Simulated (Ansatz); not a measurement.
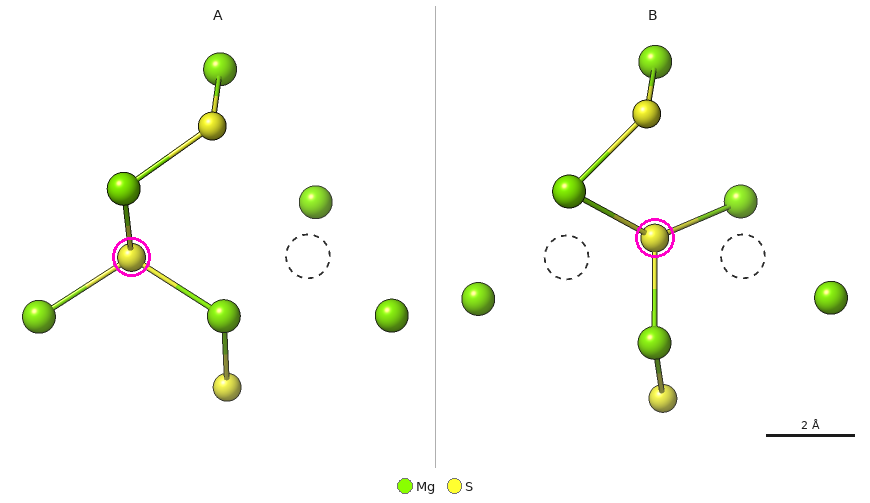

A vacancy jump of sulfur in MgS (F-43m phase), in a neutral cell with 15 atoms, whose images lie 8.1 Å apart. One frame is the relaxed vacancy; in the other the neighbouring S atom (ringed) was set half-way along its jump of 4.03 Å and all atoms were relaxed in the symmetry of that start. Dashed circles mark empty sites. Style: ball-and-stick. Shown: the slice 3.8 Å thick through the jump, out to 4.8 Å from its middle, across the jump.

These are results of DFT PBE, scalar-relativistic, plane waves, PAW (Ansatz 0.2.0), not measurements. Settings: plane-wave cutoff 420 eV; k-point mesh 4 × 4 × 4; occupations gaussian; smearing width 0.05 eV; no spin polarisation; atoms relaxed in a fixed cell; force threshold 0.02 eV/Å.

Which frame is the half-way one, and how far apart are the two in energy?

Answer. Frame B is the half-way start after relaxation. It lies 1.67 eV above the relaxed vacancy. The atom stays half-way, bowed 0.42 Å off the straight line. The symmetry of the start was kept and can hold it there, so for a path with one hump at the middle this is the barrier or an upper bound to it. There it has 1 Mg as nearest neighbours, the closest at 2.39 Å. The gap on the mesh is 1.20 eV with the relaxed vacancy and 0.00 eV half-way.

Limits of the set-up: the periodic images lie only 8.1 Å apart, so the values are limited by the cell's size.
